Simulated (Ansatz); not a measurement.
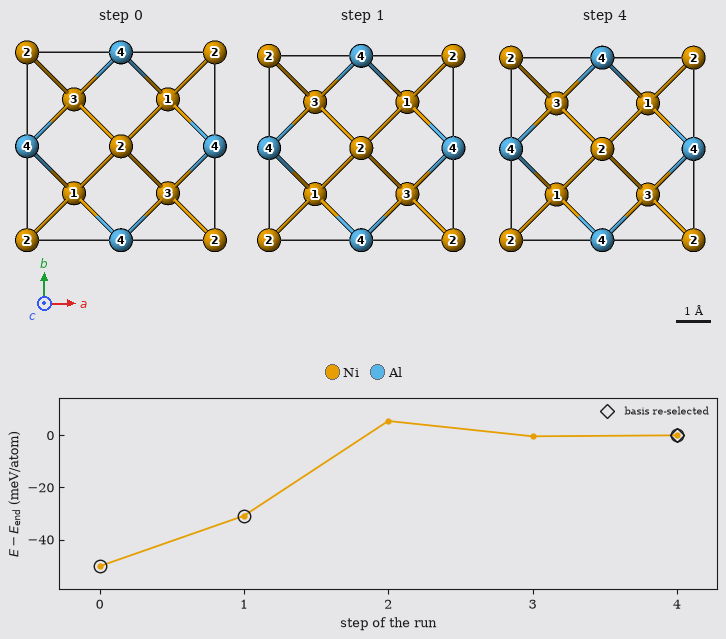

Frames of a relaxation of solid AlNi₃ (set up in Fm-3m), marked on the history of the run. A ball-and-stick model of the conventional cell (4 times the calculation's cell), seen along the c axis. Lengths and directions refer to the drawn axes.

The run lets cell and atoms move.

All numbers below come from Ansatz 0.2.0, Kohn-Sham DFT of a periodic cell, PBEsol, Ansatz PAW.

Input
```yaml
crystal:
  lattice:
    - [0.0, 2.8018887551, 2.8018887551]
    - [2.8018887551, 0.0, 2.8018887551]
    - [2.8018887551, 2.8018887551, 0.0]
  atoms:
    - { symbol: Ni, position: [0.75, 0.75, 0.75], spin: 1.0 }
    - { symbol: Ni, position: [0.0, 0.0, 0.0], spin: 1.0 }
    - { symbol: Ni, position: [0.25, 0.25, 0.25], spin: 1.0 }
    - { symbol: Al, position: [0.5, 0.5, 0.5] }
hamiltonian:
  xc: pbesol
  pseudopotentials: { kind: paw }
magnetization:
  spin_polarized: true
kpoints:
  mp_grid: { grid: [8, 8, 8] }
scf:
  occupations: { method: fermi_dirac, width: 0.05 }
output:
  forces: true
  stress: true
  eigenvalues: true
relax:
  f_tol: 0.01
  max_steps: 40
  cell: { stress_tol: 0.05, p_target: 20.0 }
```

Command:
```bash
ansatz run input.yaml --threads 2 --pin off --max-ram 5632MiB --backend cpu --events-out ev --progress --plain --runs-dir out
```

What happens along the run?

The atoms keep their places relative to the cell (all moves are under 0.005 Å). Cell: a = b = c 5.604 → 5.445 Å (−2.8 %). Volume −8.3 %. Some distances before and after: Ni1–Al4 2.427 → 2.358 Å, Ni1–Ni2 2.427 → 2.358 Å. The space group stays Fm-3m (No. 225). The energy rises by 50.2 meV per atom in 3 accepted moves (4 points after the start). With the target pressure of 20 GPa, the enthalpy E + pV changes by −63.3 meV per atom. All forces vanish by symmetry, so only the cell relaxes. Pressure: −0.72 GPa at the start and 20.02 GPa at the end. At 1 point the geometry stayed and the basis and grid were re-selected for the new cell (energy shift of 0.4 meV per atom at most each time). The program noted that the starting moments weren't kept. From step 0 to 1: volume −5.4 %, energy +19.3 meV per atom. From step 1 to 4: volume −3.0 %, energy +30.9 meV per atom.

| step | E − E(0), meV/atom | pressure, GPa | volume, Å³/atom | note |
| --- | --- | --- | --- | --- |
| 0 | 0.00 | -0.72 | 10.998 |  |
| 1 | 19.34 | 11.82 | 10.400 |  |
| 2 | 55.70 | 21.31 | 10.044 |  |
| 3 | 49.82 | 20.00 | 10.089 |  |
| 4 | 50.20 | 20.02 | 10.089 | same geometry, new basis |
